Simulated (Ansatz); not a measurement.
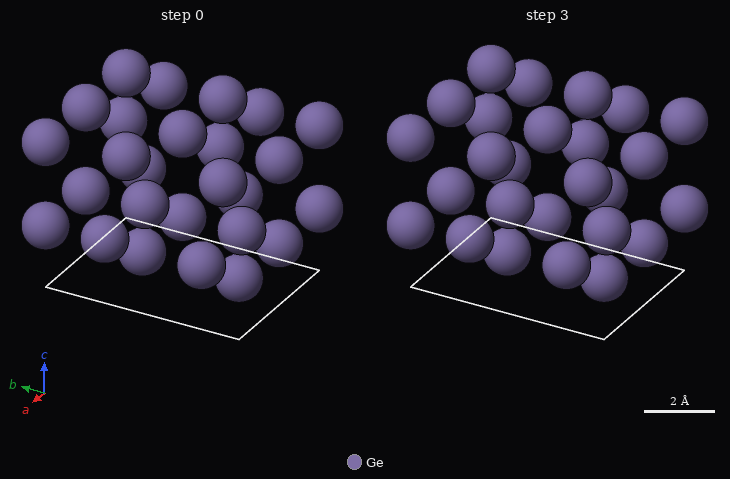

The structure of a slab of composition Ge (cut from the Fd-3m phase) before (left) and after (right) a constrained relaxation, at one scale.

The picture is a spheres-only view of the cell of the calculation, outlined in the plane, without the vacuum, seen from a free direction.

Case: clean slab, lower planes held. The slab is the (1 1 1) face of Ge. 8 atoms are held fixed.

All numbers below come from DFT PBE+D3(BJ), scalar-relativistic, plane waves, PAW in Ansatz 0.2.0. (plane-wave cutoff 420 eV; k-point mesh 3 × 3 × 1; occupations gaussian; smearing width 0.1 eV; no spin polarisation; dipole correction; atoms relaxed in a fixed cell; force threshold 0.03 eV/Å; at most 70 steps)

Question: Describe what moved and what it gained.

Answer: The largest moves, 0.12 Å, are those of Ge atoms. The cell stays as it was. Some distances before and after: Ge–Ge 2.468 → 2.592 Å, Ge–Ge 2.468 → 2.454 Å. The energy falls by 0.136 eV per cell of the calculation in 2 accepted moves (3 points after the start). Largest force component: 0.62 eV/Å at the start, 0.013 eV/Å at the end. 1 step only repeated the SCF at the same geometry. The run took 44 s on 4 threads of Arm Neoverse V2 (shared host), peak memory 2.1 GiB.
